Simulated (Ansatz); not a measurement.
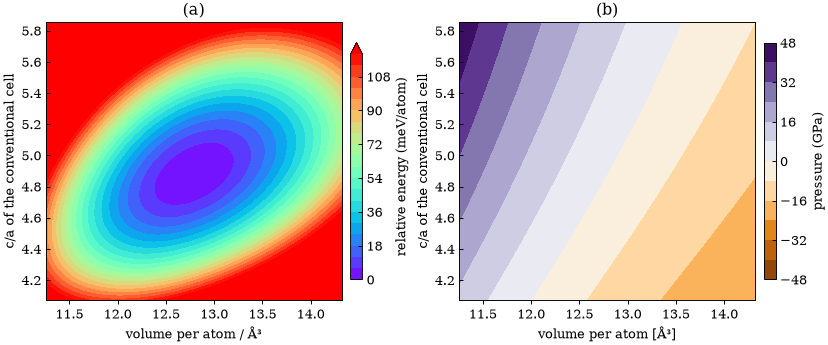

TiO₂ (R-3m, No. 166; 3 atoms in the cell). The energy is mapped over volume and the cell's shape. Coordinates scanned: (1) volume per atom; (2) c/a of the conventional cell. Nothing is relaxed (fractional coordinates fixed). The scan uses a 7 × 7 grid. Points are written as (first, second). All energies are given in meV/atom relative to the lowest grid point. All numbers below come from DFT PBE+U+D3(BJ), scalar-relativistic, plane waves, PAW (Ansatz 0.2.0). Settings: cutoff 520 eV, k-mesh 12×12×12, gaussian smearing 0.05 eV, U_eff Ti 4 eV, no spin polarisation.

Panel (a) is the energy and panel (b) the computed pressure on the same grid.

Drawn: filled contours, one colour for all values above the top of the scale. Between grid points the surface is interpolated.

**How does the pressure vary over the map, and what is it at the lowest grid point?**

It runs from −23 GPa at (14.32 Å³, 4.070) to 46 GPa at (11.25 Å³, 5.856). At the lowest grid point, (12.79 Å³, 4.882), it is 0 GPa. The pressure is minus the slope of the energy with volume, so it vanishes at the true minimum, which need not be a grid point.

PAW datasets: the set soft_1.
